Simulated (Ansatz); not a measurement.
# Run report: Zn24S23 (charge +1), geometry relaxation (part 5 of 5)

Zn24S23 (defect cell, 47 atoms in the cell, total charge +1); DFT PBE, scalar-relativistic, plane waves, PAW, spin-polarised (Ansatz 0.2.0); cutoff 420 eV, 2×2×2 k-mesh, Gaussian smearing of 0.01 eV, collinear spins. The structure derives from a Materials Project entry. It belongs to a series of runs on one base structure; here: S vacancy (site b), charge +1, atoms relaxed at the host's cell.

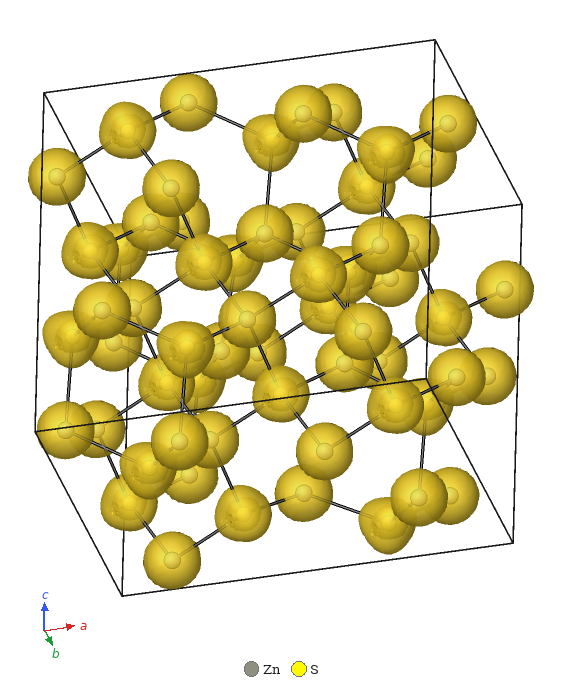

*Isosurface of the valence charge density (pseudo) at 1 e/Å³ (yellow), seen at an oblique angle. Sticks mark near contacts. The outline is the calculation cell.*

At this value the density breaks into separate islands; it holds about 55 % of the electrons treated as valence. It is pinched off along the Zn–S (2.30 Å) and Zn–S (2.35 Å) contacts. On the grid the lowest density along these lines, outside the cores, is 0.51 e/Å³ (Zn–S, 2.30 Å) and 0.47 e/Å³ (Zn–S, 2.35 Å).
